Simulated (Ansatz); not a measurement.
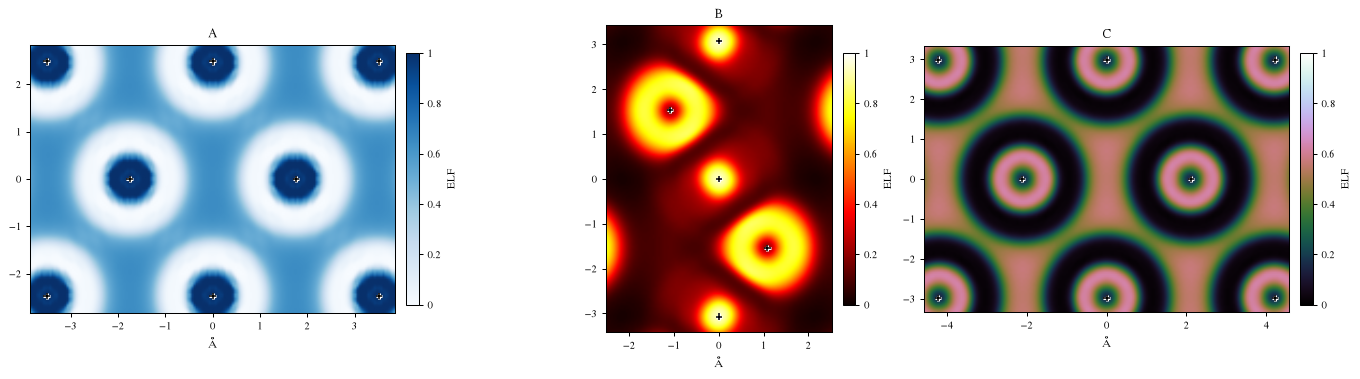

The electron localisation function of 3 systems, each on a plane through atoms (crosses mark nuclei in the plane).

Computed with Kohn-Sham DFT of a periodic cell, r2SCAN, Ansatz PAW (Ansatz).

System 1: Na, the (110) plane of the conventional cell. Space group Im-3m.

System 2: Li, the (110) plane of the conventional cell. Space group Im-3m.

```
Li
1.0
     3.50930    0.00000    0.00000
     0.00000    3.50930    0.00000
     0.00000    0.00000    3.50930
Li
2
Direct
  0.00000 0.00000 0.00000
  0.50000 0.50000 0.50000
```

System 3: Cu₂O, the (011) plane of the conventional cell. Space group Pn-3m; computed pressure about −7 GPa in this cell.

```yaml
crystal:
  lattice:
    - [4.34355, 0.00000, 0.00000]
    - [0.00000, 4.34355, 0.00000]
    - [0.00000, 0.00000, 4.34355]
  atoms:
    - { symbol: Cu, position: [0.75000, 0.25000, 0.75000] }
    - { symbol: Cu, position: [0.75000, 0.75000, 0.25000] }
    - { symbol: Cu, position: [0.25000, 0.75000, 0.75000] }
    - { symbol: Cu, position: [0.25000, 0.25000, 0.25000] }
    - { symbol: O, position: [0.50000, 0.50000, 0.50000] }
    - { symbol: O, position: [0.00000, 0.00000, 0.00000] }
```

Which map belongs to which system?

Answer. Panel A is system 2, Li: the plane holds Li. Li–Li (3.04 Å): the ELF reaches about 0.50 near the midpoint. Panel B is system 3, Cu₂O: the plane holds Cu and O. Cu–O (1.88 Å): the ELF peaks at about 0.85 in the valence shell of O, 0.6 Å from its nucleus, and is about 0.20 at the midpoint (no shared electron pair shows on this line). Panel C is system 1, Na: the plane holds Na. Na–Na (3.66 Å): the ELF is about 0.45 at the midpoint.
